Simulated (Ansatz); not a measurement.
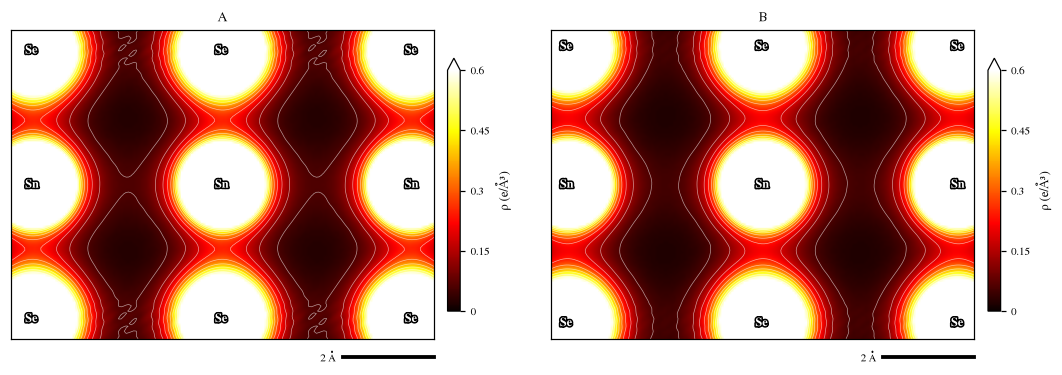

SnSe. The valence pseudo-density of two cells that differ in size, on the (11̄0) plane of each (indices in the axes of the calculation cell), at one length scale and on one colour scale: B has 27.9 Å³ an atom and A 25.5.

These are results of DFT PBE+D3(BJ), scalar-relativistic, plane waves, PAW (Ansatz 0.2.0), not measurements.

The density is the valence pseudo-density of a PAW calculation; it isn't the true density close to the nuclei.

Question: What does the compression do to the bonding and the properties?

Answer: From the larger cell to the smaller, Sn–Se goes from 3.03 to 2.94 Å, and the density at its midpoint from 0.22 to 0.25 e/Å³; the pressure goes from −2.2 to 2.7 GPa.
